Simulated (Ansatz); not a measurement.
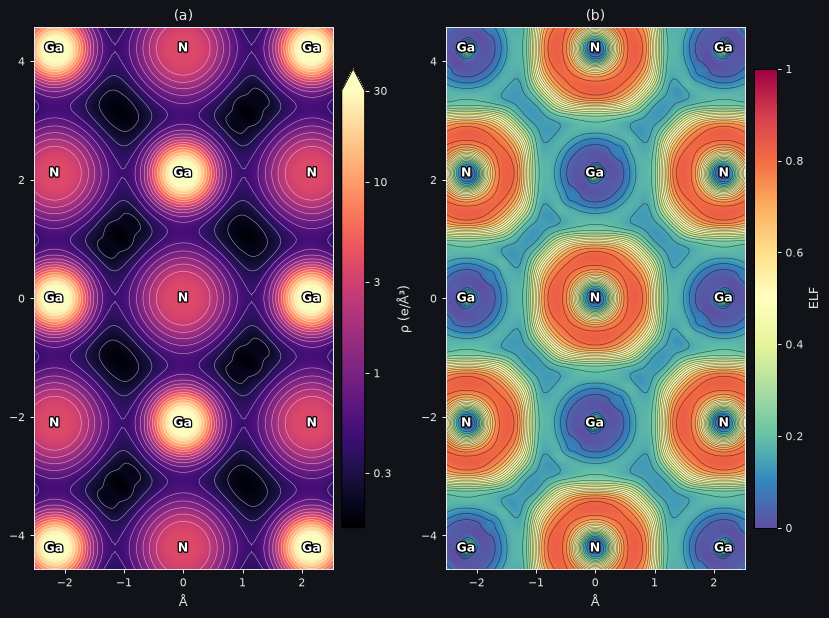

The picture shows: GaN. (a) valence pseudo-density; (b) ELF on the (11̄0) plane of the conventional cell.

Space group I4/mmm; started from the rocksalt prototype, which need not be the ambient phase; changed on purpose from its base cell (uniaxial z strain +3.0%); computed pressure about −8 GPa in this cell.

Method: DFT, HSE06, plane waves, PAW in Ansatz 0.2.0.

In a PAW calculation such maps are meaningful between the atoms, not at the nuclei.

Interpret the plot.

Atoms in the plane: Ga and N.
Ga–N (2.11 Å): the density is about 0.52 e/Å³ at the midpoint; the ELF peaks at about 0.85 in the valence shell of N, 0.7 Å from its nucleus, and is about 0.35 at the midpoint.
Ga–N (2.17 Å): ρ is about 0.46 e/Å³ halfway; the ELF peaks at about 0.85 in the valence shell of N, 0.7 Å from its nucleus, and is about 0.35 at the midpoint.
Between the atoms the lowest density in this plane is 0.16 e/Å³.

Metal or insulator at this level of theory?

It is gapped, with a Kohn–Sham gap of 1.6 eV on the k-point mesh (the band edges may lie off the mesh, which would make the gap smaller).
